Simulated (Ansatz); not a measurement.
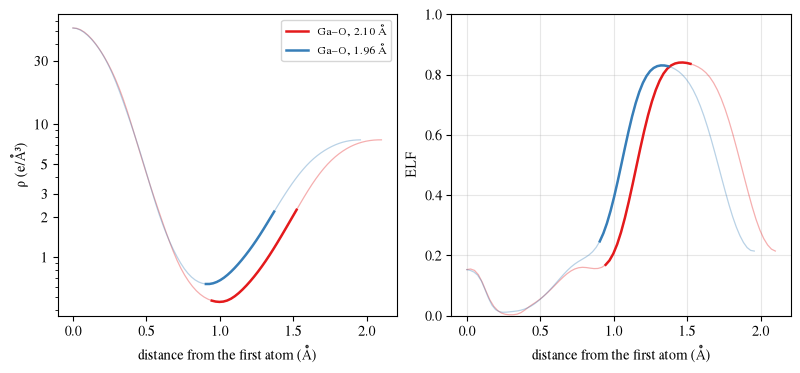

Figure 1: Ga2O3. Valence charge density (pseudo) and ELF along straight lines between neighbouring atoms. Thin, pale parts lie inside the atomic spheres.

Space group R-3c; started from the corundum prototype, which need not be the ambient phase; changed on purpose from its base cell (epitaxial xy strain +3.0%); computed pressure about −9 GPa in this cell.

Theory: DFT, r2SCAN, plane waves, PAW (Ansatz 0.2.0).

In a PAW calculation such maps are meaningful between the atoms, not at the nuclei.

Compare the contacts.

Answer. Ga–O (2.10 Å): ρ at the midpoint is about 0.47 e/Å³; the ELF peaks at about 0.85 in the valence shell of O, 0.6 Å from its nucleus, and is about 0.30 at the midpoint; no shared electron pair shows on this line.
Ga–O (1.96 Å): ρ is about 0.65 e/Å³ halfway; the ELF peaks at about 0.85 in the valence shell of O, 0.6 Å from its nucleus, and is about 0.35 at the midpoint.
